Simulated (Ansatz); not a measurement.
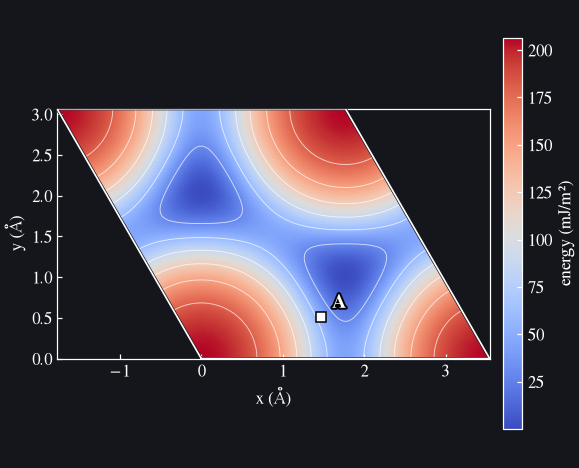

A bilayer of two PtS₂ sheets (1T type), the upper one turned by 180 degrees about the normal (6 atoms in the cell). The upper layer of a bilayer is slid over the lower one; relaxed at each slide: the heights of all atoms; the origin of the map has S4 above S3. Places are given modulo a cell vector. The map is drawn in real space over the plane of the slide. The scan uses a 6 × 6 grid; 7 points were computed and 29 follow by symmetry. Energies: mJ/m², counted from the lowest grid point. Theory: Ansatz 0.2.0, DFT PBE+D3(BJ), scalar-relativistic, plane waves, PAW. Settings: cutoff 420 eV, k-mesh 9×9×1, gaussian smearing 0.05 eV, no spin polarisation.

In the figure: a smooth colour map with a few white contour lines, the outline of one cell of the plane, the point A. Between grid points the surface is interpolated.

**Is A at rest? If not, where is it pushed?**

A, at (3/6, 1/6) of the cell vectors, is not a stationary point. The computed force is 0.11 eV/Å in the plane, pointing up and right in the picture (components 0.10 and 0.05 eV/Å, for the cell of 10.86 Å², or 162 mJ/m² for each Å).

PAW datasets: the set soft_1.
